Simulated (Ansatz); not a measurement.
**Run report: Al15As16 (charge −2), single-point calculation (part 1 of 2)**

The run: single-point calculation of Al15As16 (defect cell, 31 atoms in the cell, total charge −2). Method and program: DFT, PBE, plane waves, PAW, spin-polarised (Ansatz 0.2.0).

The structure derives from a Materials Project entry.

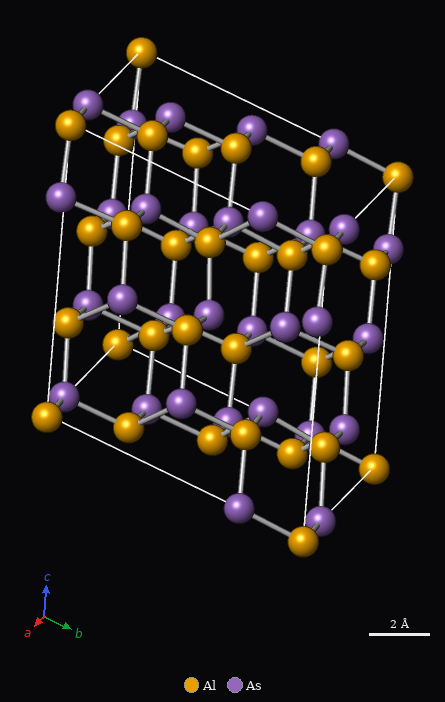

**Figure 1.** The structure (ball-and-stick view of the cell of the calculation, seen slightly off an axis). Near neighbours in the crystal (not all of them lie inside the picture): Al has 4 As at 2.46 to 2.51 Å; As has 3 Al at 2.46 Å; As has 4 Al at 2.49 to 2.51 Å.

### Input file
```yaml
crystal:
  lattice:
    - [-5.7279123196, 5.7279123196, -5.7279123196]
    - [-5.7279123196, -5.7279123196, 5.7279123196]
    - [5.7279123196, 5.7279123196, 5.7279123196]
  atoms:
    - { symbol: Al, position: [0.4985378943, -0.009231552, 0.5] }
    - { symbol: Al, position: [0.4985378943, 0.75, 0.740768448] }
    - { symbol: Al, position: [0.25, 0.25, 0.5] }
    - { symbol: Al, position: [0.2422305537, 0.0014621057, 0.7514621057] }
    - { symbol: Al, position: [0.25, 0.75, 0.0] }
    - { symbol: Al, position: [-0.009231552, 0.4985378943, 0.5] }
    - { symbol: Al, position: [0.0014621057, 0.2422305537, 0.7514621057] }
    - { symbol: Al, position: [0.0014621057, 0.0014621057, -0.0077694463] }
    - { symbol: Al, position: [-0.009231552, 0.75, 0.2485378943] }
    - { symbol: Al, position: [0.75, 0.4985378943, 0.740768448] }
    - { symbol: Al, position: [0.75, 0.25, 0.0] }
    - { symbol: Al, position: [0.75, -0.009231552, 0.2485378943] }
    - { symbol: Al, position: [0.509231552, 0.509231552, 0.0077694463] }
    - { symbol: Al, position: [0.509231552, 0.2577694463, 0.259231552] }
    - { symbol: Al, position: [0.2577694463, 0.509231552, 0.259231552] }
    - { symbol: As, position: [-0.0172265559, -0.0172265559, 0.7327734441], spin: 0.25 }
    - { symbol: As, position: [0.75, 0.2484691052, 0.7487803799] }
    - { symbol: As, position: [0.75, -0.0012196201, -0.0015308948] }
    - { symbol: As, position: [0.5012196201, 0.5012196201, 0.7496887254] }
    - { symbol: As, position: [0.5003112746, 0.2515308948, 0.0015308948] }
    - { symbol: As, position: [0.5012196201, -0.0003112746, 0.2512196201] }
    - { symbol: As, position: [0.2484691052, 0.75, 0.7487803799] }
    - { symbol: As, position: [0.2515308948, 0.5003112746, 0.0015308948] }
    - { symbol: As, position: [0.2515308948, 0.2515308948, 0.2503112746] }
    - { symbol: As, position: [0.2484691052, -0.0012196201, 0.5] }
    - { symbol: As, position: [-0.0012196201, 0.75, -0.0015308948] }
    - { symbol: As, position: [-0.0003112746, 0.5012196201, 0.2512196201] }
    - { symbol: As, position: [-0.0012196201, 0.2484691052, 0.5] }
    - { symbol: As, position: [0.75, 0.75, 0.2672265559], spin: 0.25 }
    - { symbol: As, position: [0.75, 0.5172265559, 0.5], spin: 0.25 }
    - { symbol: As, position: [0.5172265559, 0.75, 0.5], spin: 0.25 }
  host:
    lattice:
      - [0.0, 2.8639561598, 2.8639561598]
      - [2.8639561598, 0.0, 2.8639561598]
      - [2.8639561598, 2.8639561598, 0.0]
    atoms:
      - { symbol: Al, position: [0.0, 0.0, 0.0] }
      - { symbol: As, position: [0.75, 0.75, 0.75] }
total_charge: -2
basis:
  ecutwfc: "600 eV"
  xc_grid: 2
kpoints:
  mp_grid: { grid: [2, 2, 2], shift: [0.5, 0.5, 0.5] }
hamiltonian:
  xc: pbe
scf:
  occupations: { method: gaussian, width: 0.01 }
output:
  forces: true
  eigenvalues: true
magnetization:
  spin_polarized: true
```

Launch command:
```bash
ansatz run input.yaml --threads 4 --pin off --max-ram 6144MiB --backend cpu --events-out ev --progress --plain --runs-dir out
```

### Log
```
Engine: ansatz 0.2.0, aarch64-unknown-linux-gnu
Pseudopotentials: kind: paw
Pseudopotential: Al, paw, valence charge 3, recommended cutoff 420 eV (normal), Al.paw.azcp
Pseudopotential: As, paw, valence charge 15, recommended cutoff 420 eV (normal), As.paw.azcp
Functional definition: PBE
  parameter kappa = 0.804
  parameter beta = 0.06672455060314922
  exchange = pbe_x(kappa = kappa, mu = beta*pi^2/3)
  correlation = pbe_c(beta = beta)
Crystal: 31 atoms, lattice volume = 751.708 Å³
Basis set: ecut = 600 eV, 25003 PW (Γ), exchange–correlation on 160×160×160 points (8 copies of the dense FFT grid, shifted against one another)
Bands: 175, of which v1, the nominal top of the filled ones, is band 144 counted from 1 (143 counted from 0)
Symmetry: 24 space group operations
Space group: I-43m (ITA 217), of the structure as read, at distance tolerance 9.1e-5 Å
Magnetic group: BNS 217.78 (UNI 1580), of the structure as read, at distance tolerance 9.1e-5 Å
k-points: 2 of 8 (time reversal used)
Non-local potential: Al, projectors of the file, l = 0: 2, l = 1: 2, l = 2: 1
Non-local potential: As, projectors of the file, l = 0: 2, l = 1: 2, l = 2: 3, l = 3: 1
PAW form: soft (Blöchl's): semilocal exchange-correlation on the pseudo side does not see the compensation charge
PAW one-centre angular grid: Al, 110 points (default); XC on 64 Gauss nodes
PAW one-centre angular grid: As, 590 points (default); XC on 64 Gauss nodes
Initial density: superposition of atomic densities (chi_scale 0.1, normalization cell)
Starting moments: Σ|m| = 1 μB on 4 of 31 sites
Initial wavefunctions: pseudopotential atomic-orbital guess
Functional: x = pbe(κ = 0.804, μ = 0.2195149727645171), c = pbe(β = 0.06672455060314922)
iter 1 solved again at ethr=2.96e-3 eV; its pass at ethr=3.10e-3 eV (dr2=8.48e0 eV) is discarded
SCF iter   1: F=—  HF=-85761.861455 eV  |F-HF|=—  |Δ(HF+E_count)|=         —  Δρ=2.01e-2 (↑2.01e-2 ↓1.76e-2)  dr2=8.50e0  dr2_m=3.03e-1  M=0.500 μB ∫|m|=0.508 μB  β_m=0.30  ethr=2.96e-3  ⟨swp⟩=1.5  Hψ=3584  notcnv=0
preconditioner: auto → Resta (q_TF=auto, 2.324 Å⁻¹)  ε∞=4.4  [insulator: Δε(μ)=0.048 eV  Ē_g=8.288 eV  σ=0.010 eV  W_gap=0.67  n_scr=140 (ndim 8)  ℏωp=15.3 eV  f_vac=0.000  D(μ)=38.57/eV (n_scr^D=368)  ε∞_Penn≈4.4]
spin=Collinear: Resta preconditioning applied to the charge; magnetization (m = ρ↑ − ρ↓) channel mixes plain (no charge-response kernel on spin).
SCF iter   2: F=—  HF=-85761.267981 eV  |F-HF|=—  |Δ(HF+E_count)|=   5.93e-1  Δρ=1.49e-2 (↑1.49e-2 ↓1.32e-2)  dr2=4.87e0  dr2_m=1.50e-1  M=0.500 μB ∫|m|=0.510 μB  β_m=0.30  ethr=2.96e-3  ⟨swp⟩=1.0  Hψ=700  notcnv=0
SCF iter   3: F=—  HF=-85760.415707 eV  |F-HF|=—  |Δ(HF+E_count)|=   8.52e-1  Δρ=4.17e-3 (↑3.59e-3 ↓4.17e-3)  dr2=1.09e-1  dr2_m=7.37e-2  M=0.500 μB ∫|m|=0.512 μB  β_m=0.30  ethr=1.70e-3  ⟨swp⟩=4.0  Hψ=1130  notcnv=0
SCF iter   4: F=—  HF=-85760.437685 eV  |F-HF|=—  |Δ(HF+E_count)|=   2.20e-2  Δρ=2.89e-3 (↑2.49e-3 ↓2.89e-3)  dr2=4.82e-2  dr2_m=3.65e-2  M=0.500 μB ∫|m|=0.513 μB  β_m=0.30  ethr=3.81e-5  ⟨swp⟩=3.5  Hψ=853  notcnv=0
SCF iter   5: F=—  HF=-85760.471008 eV  |F-HF|=—  |Δ(HF+E_count)|=   3.33e-2  Δρ=1.75e-3 (↑1.60e-3 ↓1.75e-3)  dr2=7.69e-3  dr2_m=1.80e-2  M=0.500 μB ∫|m|=0.514 μB  β_m=0.30  ethr=1.68e-5  ⟨swp⟩=4.0  Hψ=1147  notcnv=0
SCF iter   6: F=—  HF=-85760.478186 eV  |F-HF|=—  |Δ(HF+E_count)|=   7.18e-3  Δρ=1.18e-3 (↑1.18e-3 ↓1.13e-3)  dr2=1.29e-3  dr2_m=8.94e-3  M=0.500 μB ∫|m|=0.515 μB  β_m=0.30  ethr=2.68e-6  ⟨swp⟩=2.2  Hψ=1031  notcnv=0  defer=69
SCF iter   7: F=—  HF=-85760.480060 eV  |F-HF|=—  |Δ(HF+E_count)|=   1.87e-3  Δρ=8.29e-4 (↑8.29e-4 ↓7.95e-4)  dr2=3.83e-4  dr2_m=4.43e-3  M=0.500 μB ∫|m|=0.516 μB  β_m=0.30  ethr=4.49e-7  ⟨swp⟩=2.0  Hψ=901  notcnv=0  defer=85
Mixer restart at iter 7: flushing history
spin-set hold released at iteration 7 (site moments contracting): the magnetisation degrees of freedom join the quasi-Newton model from the next iteration; the mixer history was flushed
SCF iter   8: F=—  HF=-85760.480512 eV  |F-HF|=—  |Δ(HF+E_count)|=   4.51e-4  Δρ=5.83e-4 (↑5.83e-4 ↓5.63e-4)  dr2=2.25e-4  dr2_m=2.20e-3  M=0.500 μB ∫|m|=0.517 μB  β_m=0.65  ethr=1.33e-7  ⟨swp⟩=2.0  Hψ=770  notcnv=0  defer=85
SCF iter   9: F=—  HF=-85760.481115 eV  |F-HF|=—  |Δ(HF+E_count)|=   6.03e-4  Δρ=2.01e-5 (↑2.00e-5 ↓2.01e-5)  dr2=1.31e-5  dr2_m=8.92e-7  M=0.500 μB ∫|m|=0.520 μB  β_m=0.69  ethr=7.83e-8  ⟨swp⟩=2.0  Hψ=936  notcnv=0  defer=85
SCF iter  10: F=—  HF=-85760.481269 eV  |F-HF|=—  |Δ(HF+E_count)|=   1.54e-4  Δρ=1.10e-5 (↑1.10e-5 ↓1.10e-5)  dr2=4.67e-6  dr2_m=2.12e-7  M=0.500 μB ∫|m|=0.520 μB  β_m=0.83  ethr=4.57e-9  ⟨swp⟩=2.0  Hψ=936  notcnv=0  defer=85
SCF iter  11: F=—  HF=-85760.481275 eV  |F-HF|=—  |Δ(HF+E_count)|=   6.78e-6  Δρ=4.66e-6 (↑4.66e-6 ↓4.63e-6)  dr2=1.11e-6  dr2_m=1.57e-8  M=0.500 μB ∫|m|=0.520 μB  β_m=0.85  ethr=1.63e-9  ⟨swp⟩=2.0  Hψ=936  notcnv=0  defer=85
SCF iter  12: F=—  HF=-85760.481277 eV  |F-HF|=—  |Δ(HF+E_count)|=   1.40e-6  Δρ=9.57e-7 (↑9.28e-7 ↓9.57e-7)  dr2=4.27e-8  dr2_m=5.61e-10  M=0.500 μB ∫|m|=0.520 μB  β_m=0.92  ethr=3.48e-11  ⟨swp⟩=7.8  Hψ=3177  notcnv=0
SCF iter  13: F=-85760.481277 eV  HF=-85760.481277 eV  |F-HF|=1.20e-8  |Δ(HF+E_count)|=   6.28e-8  Δρ=3.25e-7 (↑3.08e-7 ↓3.25e-7)  dr2=4.79e-9  dr2_m=1.56e-10  M=0.500 μB ∫|m|=0.520 μB  ethr=1.49e-11  ⟨swp⟩=3.0  Hψ=1862  notcnv=0
SCF 1 converged in 13 iterations: F = -85760.481277 eV  dr2 = 4.79e-9
  greatest PAW one-centre occupation: 0.999 electrons in one spin orbital (limit 2), on the As atom at site 29 (counted from 0), in its partial waves of l = 2
```

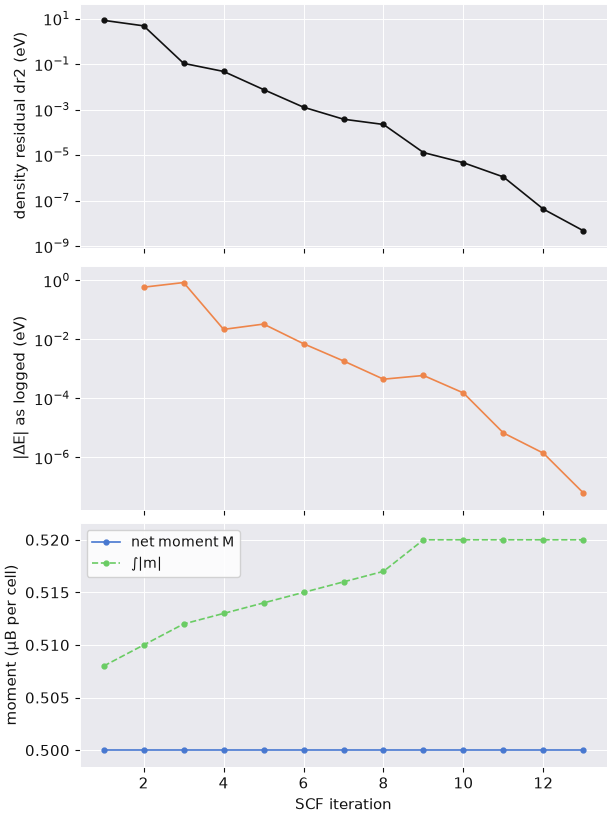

**Figure 2.** Convergence of the self-consistent field: density residual dr2, size of the energy change and magnetic moment against the SCF iteration. The residual falls at every step. The net moment stays at 0.5 μB per cell.

```
SCF converged after 13 iterations
Magnetization: 0.5000 μB (143.7500 up, 143.2500 down)
Absolute magnetization: 0.5160 μB (∫|ρ↑−ρ↓|, with the PAW one-centre terms)
Spin contamination: 0.0005 ħ² per cell (⟨S²⟩ above its minimum at these occupations)
Per-site moments (μB) at R_I (Å): [(0.0017457678541973644, 1.0133899720566566), (0.0017457678541973154, 1.0133899720566566), (0.001791642742920386, 1.0260266013048005), (0.0017457678541974355, 1.0133899720566562), (0.001791642742920329, 1.0260266013048), (0.0017457678541973724, 1.0133899720566566), (0.0017457678541973397, 1.0133899720566562), (0.0017457678541972965, 1.0133899720566566), (0.001745767854197304, 1.0133899720566562), (0.0017457678541973802, 1.0133899720566566), (0.0017916427429203765, 1.0260266013048), (0.0017457678541974485, 1.0133899720566562), (0.0017457678541974817, 1.0133899720566564), (0.0017457678541973442, 1.0133899720566568), (0.0017457678541974789, 1.0133899720566568), (0.03861247984770191, 1.0133899720566562), (0.005578618179111261, 1.0260266013048003), (0.005578618179111268, 1.0260266013048007), (0.005578618179111167, 1.0260266013048007), (0.005578618179111405, 1.0260266013048003), (0.005578618179111238, 1.0260266013048), (0.005578618179111561, 1.0260266013048005), (0.0055786181791111595, 1.0260266013048003), (0.005578618179111241, 1.0260266013048005), (0.005578618179111321, 1.0260266013048005), (0.0055786181791114935, 1.0260266013048007), (0.005578618179111194, 1.0260266013048), (0.005578618179111226, 1.0260266013048005), (0.038612479847702406, 1.0133899720566562), (0.0386124798477018, 1.0133899720566566), (0.038612479847702316, 1.0133899720566566)]
Free energy (F): -85760.481277 eV
Harris-Foulkes:  -85760.481277 eV  (|F-HF|=1.20e-8)
Internal energy: -85760.479348 eV  (E = F + TS)
E sigma→0 (E₀):  -85760.480313 eV
Entropy (-TS):   -0.001929 eV (-0.062 meV/atom)
Fermi energy:    5.885200 eV
--- Per-component energies (eV) ---
  E_band       = -4425.954582
  E_kinetic    = 2001.195810
  E_local      = -34306.103379  (includes V_loc(G=0)·N_el)
  E_nonlocal   = -10570.366111
  E_hartree    = 18256.739492
  E_xc         = -1872.005316
  E_vxc        = -1713.455912  (∫ρ·V_xc dr)
  E_paw        = -36378.571112  (= ΣΔE_a)
  E_vpaw       = 3649.308410  (= ΣTr[D̂ρ^β])
  E_aug_tail   = -0.000080  (compensation charges beyond the density's cutoff)
  E_ewald      = -22891.368653
  E_smearing   = -0.001929  (= −TS)
  E_closure    = -0.000000  (closes the sum)
  E_deformation_potential = -24.317819  (in the stress; not in F)
  Σ components = -85760.481277   (vs F -85760.481277, Δ=0.00e0)
--- Forces (eV/Å), atoms counted from 1 ---
  atom   1  Al     0.01959842    -0.01830539     0.01830539
  atom   2  Al     0.01830539    -0.01959842     0.01830539
  atom   3  Al     0.00000000     0.00000000     0.00000000
  atom   4  Al    -0.01830539     0.01830539     0.01959842
  atom   5  Al     0.00000000     0.00000000    -0.00000000
  atom   6  Al     0.01959842     0.01830539    -0.01830539
  atom   7  Al    -0.01830539     0.01959842     0.01830539
  atom   8  Al    -0.01959842     0.01830539     0.01830539
  atom   9  Al    -0.01830539    -0.01959842    -0.01830539
  atom  10  Al     0.01830539     0.01830539    -0.01959842
  atom  11  Al     0.00000000     0.00000000     0.00000000
  atom  12  Al    -0.01830539    -0.01830539    -0.01959842
  atom  13  Al    -0.01959842    -0.01830539    -0.01830539
  atom  14  Al     0.01830539     0.01959842    -0.01830539
  atom  15  Al     0.01830539    -0.01830539     0.01959842
  atom  16  As    -0.00411833     0.00411833     0.00411833
  atom  17  As    -0.01574950    -0.01574950     0.01907387
  atom  18  As     0.01574950     0.01574950     0.01907387
  atom  19  As     0.01907387     0.01574950     0.01574950
  atom  20  As     0.01574950    -0.01574950    -0.01907387
  atom  21  As    -0.01574950    -0.01907387     0.01574950
  atom  22  As    -0.01574950     0.01907387    -0.01574950
  atom  23  As     0.01574950    -0.01907387    -0.01574950
  atom  24  As     0.01907387    -0.01574950    -0.01574950
  atom  25  As    -0.01907387     0.01574950    -0.01574950
  atom  26  As     0.01574950     0.01907387     0.01574950
  atom  27  As    -0.01574950     0.01574950    -0.01907387
  atom  28  As    -0.01907387    -0.01574950     0.01574950
  atom  29  As    -0.00411833    -0.00411833    -0.00411833
  atom  30  As     0.00411833     0.00411833    -0.00411833
  atom  31  As     0.00411833    -0.00411833     0.00411833
  max |Σ_I F_I| component: 2.52e-17 eV/Å
--- Band table (eV) ---
```
